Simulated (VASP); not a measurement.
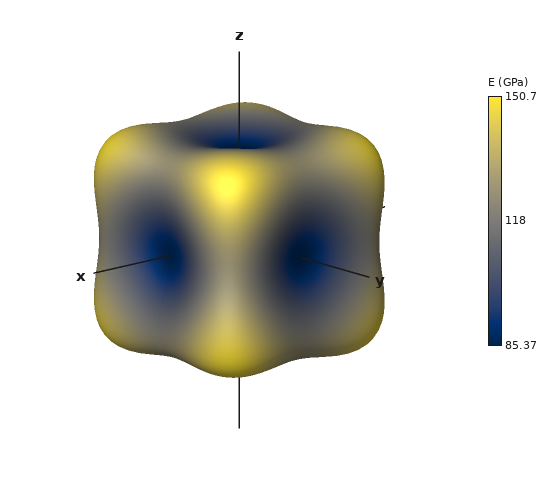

The plot gives the computed Young's modulus as a surface whose radius and colour give its value in each direction for AlP, space group F-43m (No. 216) (cell built by us, not taken from a database).

Starting cell:
```
CELL_PARAMETERS angstrom
0.00000 2.71750 2.71750
2.71750 0.00000 2.71750
2.71750 2.71750 0.00000
ATOMIC_POSITIONS crystal
Al 0.00000 0.00000 0.00000
P 0.25000 0.25000 0.25000
```

Computed with VASP 6.6.1: plane-wave DFT, no spin polarisation; elastic constants in Voigt order on the axes of the given cell. Level: LDA.

k mesh 10×10×10; occupations Gaussian; smearing width 0.01 eV; potentials VASP PAW LDA potentials, recommended; wave cutoff 600 eV.

Between which limits does E lie over all directions?

Over all directions E runs from 85 to 151 GPa, a ratio of 1.77.

What is E along the Cartesian axes and along their diagonal?

E is 85 GPa along x, y and z alike, and 151 GPa along the body diagonal x + y + z.

Caveats: lda forms differ.
